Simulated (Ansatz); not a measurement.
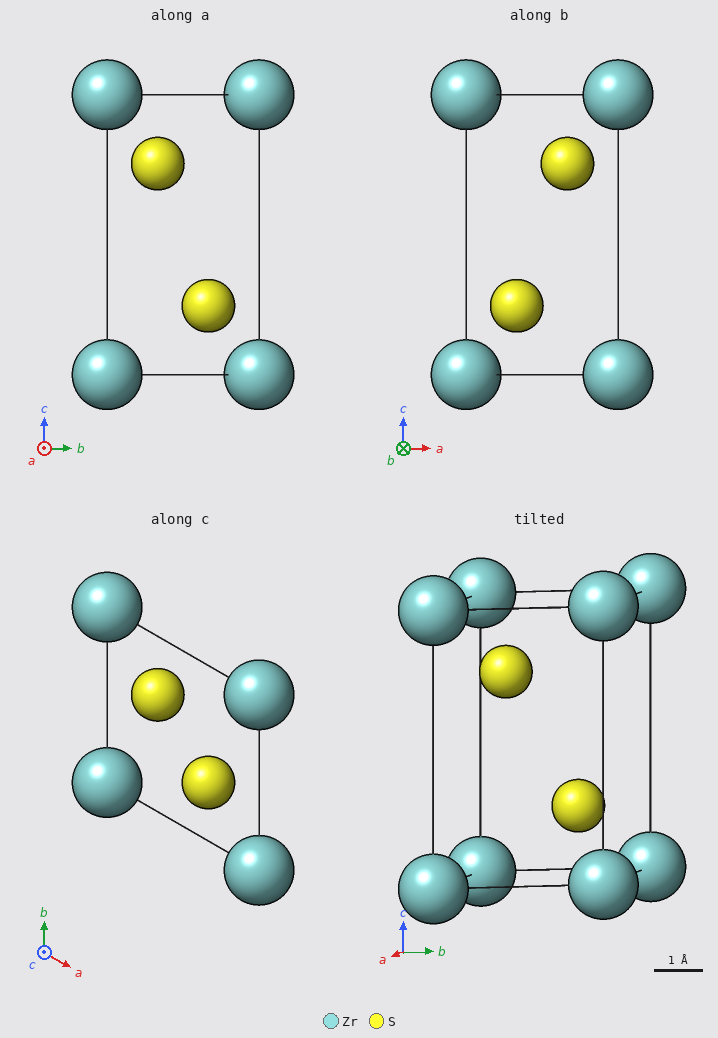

Crystal structure, spheres-only style, seen along the a axis, along the b axis, along the c axis and slightly off an axis. The box is the conventional unit cell; atoms on or close to its faces, edges and corners are drawn wherever they repeat.

Lattice parameters: a = 3.6742 Å, b = 3.6742 Å, c = 5.8621 Å, α = 90.000°, β = 90.000°, γ = 120.000°.

Question: Reconstruct the structure as a CIF in P1 with every atom of the cell, with free fractional coordinates to two decimals.

Answer:
```cif
data_structure
_symmetry_space_group_name_H-M 'P 1'
_symmetry_Int_Tables_number 1
_cell_length_a 3.6742
_cell_length_b 3.6742
_cell_length_c 5.8621
_cell_angle_alpha 90.000
_cell_angle_beta 90.000
_cell_angle_gamma 120.000
_cell_volume 68.53
loop_
_atom_site_label
_atom_site_type_symbol
_atom_site_fract_x
_atom_site_fract_y
_atom_site_fract_z
_atom_site_occupancy
Zr1 Zr 0.00 0.00 0.00 1
S1 S 0.3333 0.6667 0.25 1
S2 S 0.6667 0.3333 0.75 1
```

The cell started as a structure type filled with these elements by a generator (whether the compound takes this form wasn't checked). A relaxation with DFT, r2SCAN+rVV10, plane waves, PAW in Ansatz 0.2.0 gave the geometry drawn.
